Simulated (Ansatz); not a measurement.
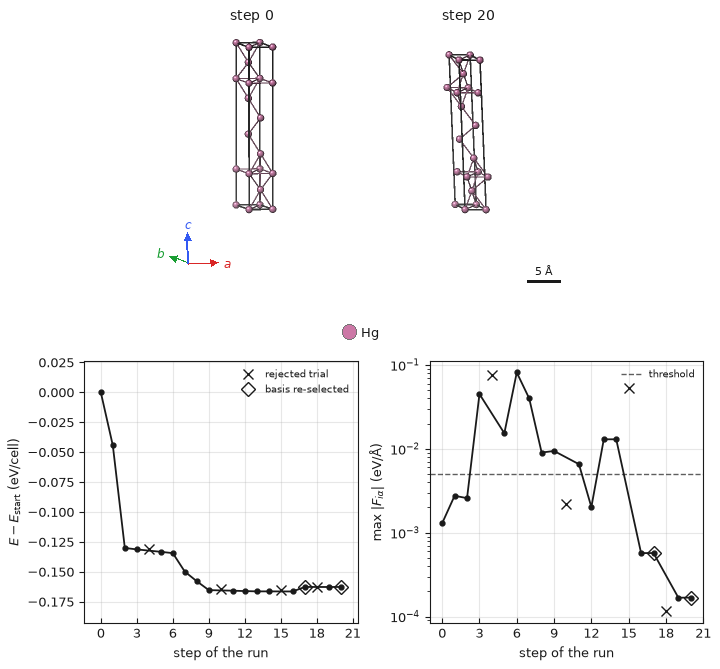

First and last geometry of a relaxation of crystalline Hg (set up in C2/m), with the history of the run. The picture is a ball-and-stick view of the conventional cell (3 times the calculation's cell), seen from a free direction. Lengths and directions refer to the drawn axes.

Level of theory: DFT PBE+D3(BJ), scalar-relativistic, plane waves, PAW (Ansatz 0.2.0). (plane-wave cutoff 420 eV; k-point mesh 12 × 12 × 4; occupations gaussian; smearing width 0.02 eV; no spin polarisation; cell and atoms relaxed; force threshold 0.005 eV/Å; at most 80 steps)

> What do the curves and the structures tell?

It converged. The energy falls by 0.163 eV per cell of the calculation in 14 accepted moves (20 points after the start). Largest force component: 0.0013 eV/Å at the start, 0.00017 eV/Å at the end. The pressure goes from −1.73 to −0.01 GPa. The line search rejected the trial steps at points 4, 10, 15, 18 of the run. At 2 points the geometry stayed and the basis and grid were re-selected for the new cell (energy shift of 3.8 meV per cell of the calculation at most each time). The largest moves relative to the cell, 0.55 Å, are those of Hg atoms. The volume changes by −20.3 %, with a = b 3.606 → 3.229 Å (−10.4 %), c 25.332 → 23.269 Å (−8.1 %), α 90.0° → 85.6°, β 90.0° → 94.4°, γ 119.9° → 109.8°. Among the contacts that change: Hg–Hg 3.606 → 3.229 Å, Hg–Hg 3.519 → 3.175 Å, Hg–Hg 3.458 → 3.175 Å, Hg–Hg 3.469 → 3.687 Å. The space group stays C2/m (No. 12).

```csv
step,"E − E(0), meV/atom","largest force component, eV/Å","pressure, GPa","volume, Å³/atom",note
0,0.00,0.0013,-1.73,31.713,
1,-14.77,0.0028,-1.50,30.297,
2,-43.32,0.0026,-0.26,26.093,
3,-43.73,0.0451,0.09,25.681,
4,-43.60,0.0768,0.17,25.451,rejected
5,-44.40,0.0154,-0.01,25.693,
6,-44.76,0.0815,0.20,25.392,
7,-49.91,0.0400,0.17,25.311,
8,-52.59,0.0090,0.14,25.380,
9,-55.06,0.0094,0.00,25.357,
10,-54.68,0.0022,-0.07,25.269,rejected
11,-55.23,0.0066,-0.03,25.357,
12,-55.33,0.0020,0.01,25.280,
13,-55.42,0.0130,0.01,25.291,
14,-55.42,0.0130,0.00,25.292,
15,-55.17,0.0525,-0.01,25.316,rejected
16,-55.44,0.0006,0.00,25.294,
17,-54.18,0.0006,-0.04,25.294,"same geometry, new basis"
18,-54.20,0.0001,0.04,25.224,rejected
19,-54.20,0.0002,-0.01,25.263,
20,-54.19,0.0002,-0.01,25.263,"same geometry, new basis"
```
